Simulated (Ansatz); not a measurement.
## A failed many-body run on CsCu2I3 (Cmcm)

Aim: the G0W0 gap of CsCu2I3 (Cmcm). The first input has a fault.

Program: Ansatz 0.2.0. Level of theory: G0W0 on r2SCAN, plane waves, PAW. Results are calculated unless marked as measured.

In doubt: one-shot GW on d or f shells is unsure, so the values of those runs are not to be relied on.

## 1. Set-up

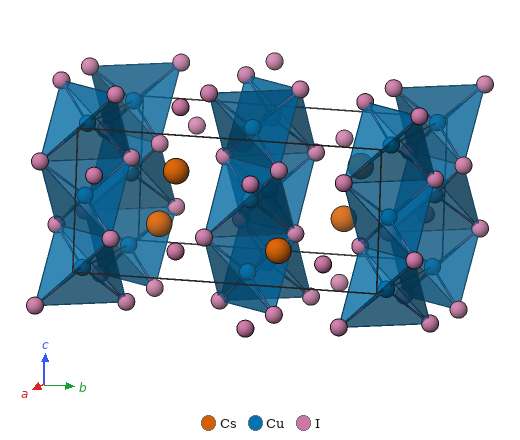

Start, viewed slightly off an axis; caesium orange, copper blue, iodine pink. This picture shows the conventional cell, with its axes. Some periodic images of atoms are drawn too.

The cell and positions come from the Crystallography Open Database and are kept as given unless a step says otherwise. Spin-orbit coupling is left out unless a step names it. The default PAW set here is soft_2. Its files were made with PBE.

## 2. First try

File input.yaml:

```yaml
crystal:
  lattice:
    - [5.27395, -6.58625, 0.0]
    - [5.27395, 6.58625, 0.0]
    - [0.0, 0.0, 6.09718]
  atoms:
    - { symbol: Cs, position: [0.3278, 0.6722, 0.25] }
    - { symbol: Cs, position: [0.6722, 0.3278, 0.75] }
    - { symbol: Cu, position: [0.851, 0.851, 0.0] }
    - { symbol: Cu, position: [0.149, 0.149, 0.5] }
    - { symbol: Cu, position: [0.149, 0.149, 0.0] }
    - { symbol: Cu, position: [0.851, 0.851, 0.5] }
    - { symbol: I, position: [0.8796, 0.1204, 0.25] }
    - { symbol: I, position: [0.1204, 0.8796, 0.75] }
    - { symbol: I, position: [0.836, 0.598, 0.25] }
    - { symbol: I, position: [0.164, 0.402, 0.75] }
    - { symbol: I, position: [0.598, 0.836, 0.75] }
    - { symbol: I, position: [0.402, 0.164, 0.25] }
kpoints:
  mp_grid: { grid: [2, 2, 2] }
hamiltonian:
  xc: r2scan
scf:
  occupations: { method: fixed }
gw:
  n_empty_bands: 447
  ecut_chi: 2
  qp_bands: [v4, c4]
  qp_kpoints: band_edges
  screening: { model: contour_deformation }
```

Command:

```
> ansatz run input.yaml --threads 24 --pin off --max-ram 82944MiB --backend cuda --events-out ev --progress --plain --runs-dir out --devices 1 --max-vram 78GiB
```

Numbers of over 12 decimals in the logs are rounded to 6 here.

What it wrote:

```text
GPUs: using 1 of 1 available (devices: 1).
Engine: ansatz 0.2.0, aarch64-unknown-linux-gnu
Pseudopotentials: kind: paw
Pseudopotential: Cs, paw, valence charge 9, recommended cutoff 500 eV (meta_gga), Cs.paw.azcp
Pseudopotential: Cu, paw, valence charge 19, recommended cutoff 500 eV (meta_gga), Cu.paw.azcp
Pseudopotential: I, paw, valence charge 17, recommended cutoff 500 eV (meta_gga), I.paw.azcp
Functional definition: r2SCAN
  parameter k0 = 0.174
  parameter k1 = 0.065
  parameter a1 = 4.9479
  exchange = r2scan_x(k0 = k0, k1 = k1, a1 = a1)
  correlation = r2scan_c
[...]
Crystal: 12 atoms, lattice volume = 423.578 Å³
Basis set: ecut = 500 eV, 10765 PW (Γ), exchange–correlation on 256×256×180 points (64 copies of the dense FFT grid, shifted against one another)
Bands: 118, of which v1, the nominal top of the filled ones, is band 98 counted from 1 (97 counted from 0)
Symmetry: 8 space group operations
Space group: Cmcm (ITA 63), of the structure as read, at distance tolerance 7.5e-5 Å
k-points: 6 of 8
Non-local potential: Cs, projectors of the file, l = 0: 3, l = 1: 2, l = 2: 2, l = 3: 2
Non-local potential: Cu, projectors of the file, l = 0: 3, l = 1: 2, l = 2: 3, l = 3: 1
Non-local potential: I, projectors of the file, l = 0: 2, l = 1: 2, l = 2: 2, l = 3: 2
PAW form: soft (Blöchl's): semilocal exchange-correlation on the pseudo side does not see the compensation charge
PAW frozen core: Cs, regenerated for the run's functional (the file was generated under x = pbe(κ = 0.804, μ = 0.219515), c = pbe(β = 0.066725))
PAW frozen core: Cu, regenerated for the run's functional (the file was generated under x = pbe(κ = 0.804, μ = 0.219515), c = pbe(β = 0.066725))
PAW frozen core: I, regenerated for the run's functional (the file was generated under x = pbe(κ = 0.804, μ = 0.219515), c = pbe(β = 0.066725))
PAW one-centre angular grid: Cs, 302 points (default); XC on 160 Gauss nodes
PAW one-centre angular grid: Cu, 590 points (default); XC on 160 Gauss nodes
PAW one-centre angular grid: I, 590 points (default); XC on 160 Gauss nodes
Initial density: superposition of atomic densities (neutral atoms: chi_scale 0, normalization atom), corrected by the library's trained network
Initial wavefunctions: pseudopotential atomic-orbital guess
[...]
Functional: x = r2scan, c = r2scan; τ floored in thin density (d = 2e-4 eV/Å³)
SCF iter   1: F=—  HF=-83073.777029 eV  |F-HF|=—  |Δ(HF+E_count)|=         —  Δρ=1.66e-2  dr2=6.99e-1  dr2_τ=7.73e-3  ethr=1.77e-3  ⟨swp⟩=5.3  Hψ=2276  notcnv=0  defer=100
preconditioner: auto → Resta (q_TF=auto, 2.399 Å⁻¹)  ε∞=4.5  [insulator: Δε(μ)=2.711 eV  Ē_g=9.651 eV  n_scr=96 (ndim 8)  ℏωp=18.0 eV  f_vac=0.164  ε∞_Penn≈4.5]
SCF iter   2: F=—  HF=-83073.789062 eV  |F-HF|=—  |Δ(HF+E_count)|=   1.20e-2  Δρ=9.58e-3  dr2=2.35e-1  dr2_τ=5.90e-3  ethr=3.57e-4  ⟨swp⟩=3.0  Hψ=1444  notcnv=0  defer=107
SCF iter   3: F=—  HF=-83073.697389 eV  |F-HF|=—  |Δ(HF+E_count)|=   9.17e-2  Δρ=3.53e-3  dr2=3.47e-2  dr2_τ=4.17e-4  ethr=1.20e-4  ⟨swp⟩=2.0  Hψ=1229  notcnv=0  defer=103
SCF iter   4: F=—  HF=-83073.692504 eV  |F-HF|=—  |Δ(HF+E_count)|=   4.88e-3  Δρ=4.16e-4  dr2=8.66e-4  dr2_τ=5.23e-5  ethr=1.77e-5  ⟨swp⟩=2.0  Hψ=948  notcnv=0  defer=108
SCF iter   5: F=—  HF=-83073.692924 eV  |F-HF|=—  |Δ(HF+E_count)|=   4.20e-4  Δρ=1.73e-4  dr2=1.43e-4  dr2_τ=5.19e-6  ethr=4.42e-7  ⟨swp⟩=2.0  Hψ=946  notcnv=0  defer=108
SCF iter   6: F=—  HF=-83073.692979 eV  |F-HF|=—  |Δ(HF+E_count)|=   5.54e-5  Δρ=6.80e-5  dr2=1.42e-5  dr2_τ=2.93e-7  ethr=7.31e-8  ⟨swp⟩=2.0  Hψ=922  notcnv=0  defer=108
SCF iter   7: F=—  HF=-83073.692983 eV  |F-HF|=—  |Δ(HF+E_count)|=   3.68e-6  Δρ=2.27e-5  dr2=1.97e-6  dr2_τ=1.45e-8  ethr=7.25e-9  ⟨swp⟩=2.0  Hψ=918  notcnv=0  defer=108
SCF iter   8: F=—  HF=-83073.692983 eV  |F-HF|=—  |Δ(HF+E_count)|=   1.40e-7  Δρ=4.34e-6  dr2=1.12e-7  dr2_τ=4.02e-9  ethr=1.00e-9  ⟨swp⟩=2.0  Hψ=1054  notcnv=0  defer=108
SCF iter   9: F=-83073.692983 eV  HF=-83073.692983 eV  |F-HF|=1.28e-9  |Δ(HF+E_count)|=   7.82e-8  Δρ=1.75e-6  dr2=1.41e-8  dr2_τ=1.01e-10  ethr=5.10e-11  ⟨swp⟩=15.5  Hψ=3821  notcnv=0
SCF 1 converged in 9 iterations: F = -83073.692983 eV  dr2 = 1.41e-8
[...]
SCF converged after 9 iterations
[...]
--- G₀W₀: contour deformation, 6 samples at zero and on the imaginary axis and 1 off it, 8 q-points, 447 empty bands' worth ---
  eigenvalues of the whole cell's RPA ε∞ on this k-mesh (on a slab, of 1 + 4πα/V) = 4.5586, 4.6656, 4.7010; static W/v taken at q = 0 is 0.216071
  bands read: the sum over 545 bands ends inside a degenerate multiplet in 3 slots, whose members it reads at an even weight; the widest, k=1: bands 545 to 546 (counted from 1) at 1/2 each
  gw.qp_kpoints: band_edges: 6 of 6 stored k-points solved, in 1 pass; an edge of the gap read off the rows below is read off those points alone
  `?` marks the rows in doubt; gw_qp.tsv's column doubts and the gw_qp event give each row's grounds
    ik  band        ε_KS         Σx   Σc(E_QP)       V_xc       Z   E_QP_lin       E_QP  E_QP is
     0    95      5.5798   -36.1750     2.9305   -29.5896  0.8706     1.7449     1.9249  root ?
     0    96      6.0319   -32.4423     2.5757   -27.0039  0.8748     3.0669     3.1693  root ?
     0    97      6.0570   -35.6486     2.7179   -29.6028  0.8736     2.6094     2.7291  root ?
     0    98      6.2437   -34.9115     2.6128   -29.1507  0.8752     2.9887     3.0957  root ?
     0    99      8.7399    -6.8001    -2.1963   -10.6903  0.8833    10.4701    10.4338  root
     0   100      9.5652    -7.9189    -2.1710   -11.1944  0.8811    10.6835    10.6698  root
     0   101      9.6592    -7.8597    -2.3144   -11.8778  0.8796    11.4028    11.3629  root
     0   102      9.6776    -8.5271    -2.3298   -12.8665  0.8810    11.7497    11.6872  root
     1    95      5.8566   -37.3289     2.8543   -30.7210  0.8725     1.9460     2.1031  root ?
     1    96      5.8566   -37.3289     2.8543   -30.7210  0.8725     1.9460     2.1031  root ?
     1    97      5.8869   -37.6305     2.8684   -31.0146  0.8722     1.9813     2.1393  root ?
     1    98      5.8869   -37.6305     2.8684   -31.0146  0.8722     1.9813     2.1393  root ?
     1    99      9.3608    -7.3104    -2.2812   -11.3556  0.8814    11.1671    11.1248  root
     1   100      9.3608    -7.3104    -2.2812   -11.3556  0.8814    11.1671    11.1248  root
     1   101      9.5933    -8.0006    -2.3003   -12.1773  0.8811    11.5202    11.4696  root
     1   102      9.5933    -8.0006    -2.3003   -12.1773  0.8811    11.5202    11.4696  root
     2    95      5.6333   -36.6247     2.9400   -29.9860  0.8695     1.7440     1.9346  root ?
     2    96      5.7443   -35.6752     2.8360   -29.3301  0.8721     2.0795     2.2352  root ?
     2    97      5.9979   -36.1490     2.7585   -29.9374  0.8728     2.4131     2.5448  root ?
     2    98      6.1353   -34.8893     2.6438   -29.0427  0.8744     2.8217     2.9325  root ?
     2    99      9.6923    -7.7360    -2.3043   -11.8822  0.8793    11.5840    11.5342  root
     2   100      9.8429    -8.3096    -2.2629   -12.1006  0.8801    11.4012    11.3710  root
     2   101      9.8848    -8.1915    -2.3719   -12.4590  0.8787    11.8360    11.7804  root
     2   102      9.9315    -8.9012    -2.3980   -13.4415  0.8792    12.1573    12.0738  root
     3    95      5.8486   -38.4887     2.9167   -31.6853  0.8717     1.7897     1.9618  root ?
     3    96      5.8486   -38.4887     2.9167   -31.6853  0.8717     1.7897     1.9618  root ?
[...]
3    99      9.7781    -8.2953    -2.3385   -12.5900  0.8798    11.7943    11.7344  root
     3   100      9.7781    -8.2953    -2.3385   -12.5900  0.8798    11.7943    11.7344  root
[...]
4    98      6.0369   -36.1964     2.7477   -30.0072  0.8733     2.4655     2.5953  root ?
[...]
4   102     10.3203    -7.2772    -2.2607   -10.8805  0.8794    11.6855    11.6629  root
     5    95      5.7889   -37.5646     2.8848   -30.9134  0.8718     1.8620     2.0226  root ?
     5    96      5.7889   -37.5646     2.8848   -30.9134  0.8718     1.8620     2.0226  root ?
     5    97      5.9314   -37.9622     2.8524   -31.3416  0.8727     2.0042     2.1632  root ?
     5    98      5.9314   -37.9622     2.8524   -31.3416  0.8727     2.0042     2.1632  root ?
     5    99     10.4051    -7.9325    -2.4329   -12.4676  0.8778    12.5850    12.5073  root
     5   100     10.4051    -7.9325    -2.4329   -12.4676  0.8778    12.5850    12.5073  root
     5   101     10.5910    -8.5749    -2.4727   -13.2309  0.8770    12.8633    12.7743  root
     5   102     10.5910    -8.5749    -2.4727   -13.2309  0.8770    12.8633    12.7743  root
```

The job ended after 9.7 s (1 × NVIDIA GB200 (shared by 2 runs) with 24 threads of Arm Neoverse V2, shared host; peak memory 3.3 GiB).

**What went wrong?**

The run ended normally, though the input holds a fault or crude settings.

The fault: screening cutoff of a few eV. Such a cutoff keeps only a few plane waves in the dielectric matrix, so local fields and the Coulomb hole are lost.

It printed a gap of 7.26 eV, which is an artefact of the settings.

## 3. A better input

G0W0 replaces the xc potential by the self-energy, built once from these orbitals. Only a window of levels is corrected, while the sums run over the empty bands that the input names.

Changes to input.yaml since step 2:

```diff
@@ -25,4 +25,4 @@
 gw:
-  n_empty_bands: 447
-  ecut_chi: 2
+  n_empty_bands: 961
+  ecut_chi: 100.0
   qp_bands: [v4, c4]
```

What it wrote:

```text
GPUs: using 1 of 1 available (devices: 1).
[...]
Crystal: 12 atoms, lattice volume = 423.578 Å³
Basis set: ecut = 500 eV, 10765 PW (Γ), exchange–correlation on 256×256×180 points (64 copies of the dense FFT grid, shifted against one another)
Bands: 118, of which v1, the nominal top of the filled ones, is band 98 counted from 1 (97 counted from 0)
[... 1 set-up line as in the run before ...]
[...]
k-points: 6 of 8
[...]
SCF iter   1: F=—  HF=-83073.777029 eV  |F-HF|=—  |Δ(HF+E_count)|=         —  Δρ=1.66e-2  dr2=6.99e-1  dr2_τ=7.73e-3  ethr=1.77e-3  ⟨swp⟩=5.3  Hψ=2276  notcnv=0  defer=100
[...]
SCF iter   9: F=-83073.692983 eV  HF=-83073.692983 eV  |F-HF|=1.28e-9  |Δ(HF+E_count)|=   7.82e-8  Δρ=1.75e-6  dr2=1.41e-8  dr2_τ=1.01e-10  ethr=5.10e-11  ⟨swp⟩=15.5  Hψ=3821  notcnv=0
SCF 1 converged in 9 iterations: F = -83073.692983 eV  dr2 = 1.41e-8
[...]
SCF converged after 9 iterations
[...]
0    95      5.5798   -36.1750     5.9657   -29.5896  0.7181     4.9514     4.9601  root
     0    96      6.0319   -32.4423     4.8176   -27.0039  0.7405     5.4038     5.4111  root
     0    97      6.0570   -35.6486     5.4683   -29.6028  0.7301     5.4728     5.4795  root
     0    98      6.2437   -34.9115     5.1931   -29.1507  0.7357     5.6700     5.6760  root
     0    99      8.7399    -6.8001    -3.5998   -10.6903  0.8227     9.0312     9.0303  root
     0   100      9.5652    -7.9189    -2.9486   -11.1944  0.8177     9.8934     9.8922  root
     0   101      9.6592    -7.8597    -3.4771   -11.8778  0.8099    10.2039    10.2002  root
     0   102      9.6776    -8.5271    -3.6867   -12.8665  0.8060    10.3357    10.3303  root
[...]
5    99     10.4051    -7.9325    -3.9334   -12.4676  0.8044    11.0120    11.0068  root
     5   100     10.4051    -7.9325    -3.9334   -12.4676  0.8044    11.0120    11.0068  root
     5   101     10.5910    -8.5749    -3.9931   -13.2309  0.8003    11.2604    11.2539  root
     5   102     10.5910    -8.5749    -3.9931   -13.2309  0.8003    11.2604    11.2539  root
```

It took 14 s on 1 × NVIDIA GB200 (shared by 2 runs) with 24 threads; peak memory 4.9 GiB.

This step gave:

```yaml
bands_summed: 1059
rpa_eps_infinity_on_this_mesh_eigenvalues: 3.806, 3.884, 3.942
plane_waves_in_the_screening_matrix: 955
q_points_in_the_mesh: 8
g0w0_gap_on_the_mesh: 3.354 eV
k_of_the_valence_top: 0, 0, 0
k_of_the_conduction_bottom: 0, 0, 0
starting_gap_on_the_mesh: 2.496 eV
z_at_the_valence_top: 0.7357
z_at_the_conduction_bottom: 0.8227
least_direct_g0w0_gap_on_the_computed_points: 3.354 eV
```

The gap on the mesh goes from 2.50 eV to 3.35 eV, a correction of +0.86 eV. Between the two edge states, bare exchange in place of the xc potential would open the gap by 9.65 eV, and correlation takes back 8.79 eV.

## 4. Summary of results

```
first try  : converged after 9.7 s
better run : G0W0 gap on the mesh 3.35 eV (2×2×2 mesh, 961 empty bands, screening to 100 eV)
```

The second run differs in: empty bands and screening cutoff (eV). Bands and cutoff are finite, so the gap is not at the basis limit. The miss can reach some tenths of an eV and take either sign; the mesh is an error of its own. The 2×2×2 mesh is coarse for this cell (its supercell is 12 Å along the shortest edge). The RPA ε∞ on it, from the r2SCAN start, is 3.81, 3.88 and 3.94; such meshes misread the long-range screening, most where the gap is narrow. A d shell, filled or nearly so, lies near the gap. One-shot GW converges very slowly in bands there, not always from below, and on a semilocal start the gap tends to come out low; starts rich in exact exchange can overshoot instead. The many-body steps are scalar-relativistic: spin-orbit coupling is not in them.

[Paths, hosts, dates, memory and timing lines, banners, echoed tables and standing remarks are left out of the program output.]

[Logs are printed without paths, hosts, clocks, repeated set-up lines and the standing remarks that a program may print on its own settings, such as how far it seeks lower states.]

[Runs of the session that timed out or met a known fault of the program may be left out.]

[Cells called generated may have been cut or substituted from an entry of the Crystallography Open Database or the Materials Project.]

[Hosts, paths, dates, database ids (printed as entryN), source tags and the programs' standing remarks are cut or masked in the printed files.]
